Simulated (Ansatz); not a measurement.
System: AlGaN₂, space group P-4m2 (No. 115).

The given structure:
```
CELL_PARAMETERS angstrom
3.14088 0.00000 0.00000
0.00000 3.14088 0.00000
0.00000 0.00000 4.42384
ATOMIC_POSITIONS crystal
Al 0.50000 0.50000 0.50000
Ga 0.00000 0.00000 0.00000
N 0.50000 0.00000 0.73826
N 0.00000 0.50000 0.26174
```

How it was computed, with Ansatz 0.2.0: homogeneous strain of a crystal along one Voigt pattern with engineering shear, fractional coordinates fixed, by plane-wave density functional theory with PAW datasets, free energies less that of the undisturbed cell; scalar-relativistic. Level: r2SCAN, no spin polarisation.

| setting | value |
| --- | --- |
| wave cutoff | 500 eV |
| k mesh | 8×8×6 |
| occupations | Gaussian |
| smearing width | 0.05 eV |
| k shift | (0, 0, 0) (mesh steps) |
| start | as given |
| strain pattern | (1, 1, 0, 0, 0, 0) (xx yy zz yz xz xy with engineering shear) |

What does the calculation give for the energy change against strain? The strain takes the values −0.0200, −0.0150, −0.0100, −0.0050, 0.0000, 0.0050, 0.0100, 0.0150, 0.0175, 0.0200.

The energy rises on both sides of the starting structure, which is therefore a minimum along this path. The energy change is 11.89 meV/atom at strain −0.0200 and 12.86 meV/atom at 0.0200; the lowest computed point is at strain 0.0000 (0.00 meV/atom). The slope of tensile stress is 907 GPa. The second derivative of tensile stress is −7520 GPa.

| strain | energy change (meV/atom) |
| --- | --- |
| −0.0200 | 11.89 |
| −0.0150 | 6.42 |
| −0.0100 | 2.65 |
| −0.0050 | 0.53 |
| 0.0000 | 0.00 |
| 0.0050 | 1.02 |
| 0.0100 | 3.53 |
| 0.0150 | 7.49 |
| 0.0175 | 10.00 |
| 0.0200 | 12.86 |

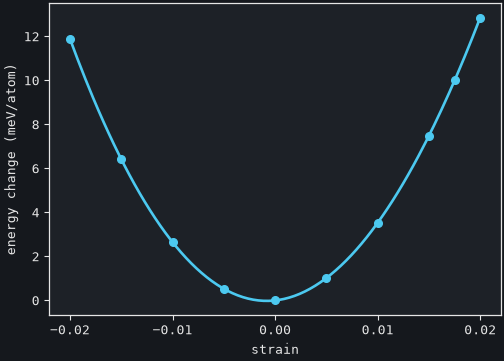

Note: reference crystal is not relaxed.
